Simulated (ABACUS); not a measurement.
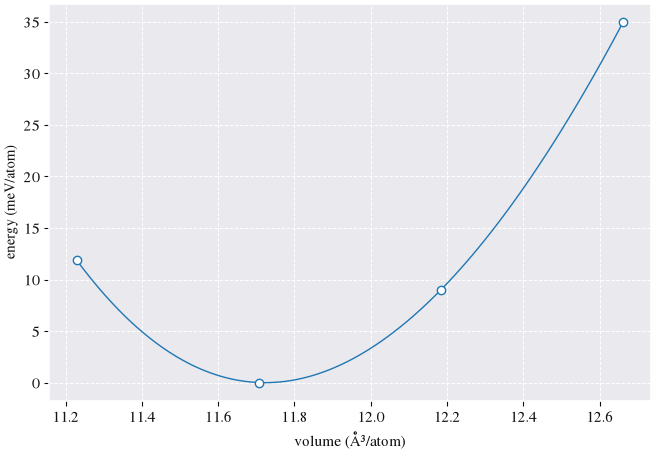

The figure shows the energy against volume for Al₂O₃, space group P-3m1 (No. 164).

Starting cell:
```
Al O
1.0
     3.01748    0.00000    0.00000
    -1.50874    2.61322    0.00000
     0.00000    0.00000    7.57464
Al O
2 3
Direct
  0.00000 0.00000 0.72205
  0.00000 0.00000 0.27795
  0.00000 0.00000 0.50000
  0.66667 0.33333 0.80055
  0.33333 0.66667 0.19945
```

Method: DFT in plane waves or numerical atomic orbitals with pseudopotentials, no spin polarisation; energies at scaled volumes of the given cell, shape and fractions fixed, counted from the fit's minimum, third-order Birch-Murnaghan fit (ABACUS 3.10.1). Level: PBEsol.

```
         setting                      value
          k mesh                      8×8×3
     occupations                Fermi–Dirac
  smearing width                    0.05 eV
      potentials  GBRV ultrasoft 1.5 PBEsol
     wave cutoff                   544.2 eV
  density cutoff                    4354 eV
         PAW set                     soft_1
program settings                   basis pw
```

Q: Give the fitted equation-of-state parameters.

A: A third-order Birch–Murnaghan fit gives V0 = 11.72 Å³/atom, B0 = 170 GPa and B′ = 4.1.

Caveats: shape and atomic fractions are frozen while scaling, which makes layered, chain and framework solids too stiff.

The computed values:

```json
{"volume (Å³/atom)": "11.23", "energy (meV/atom)": "11.90"}
{"volume (Å³/atom)": "11.71", "energy (meV/atom)": "0.01"}
{"volume (Å³/atom)": "12.18", "energy (meV/atom)": "9.02"}
{"volume (Å³/atom)": "12.66", "energy (meV/atom)": "35.00"}
```
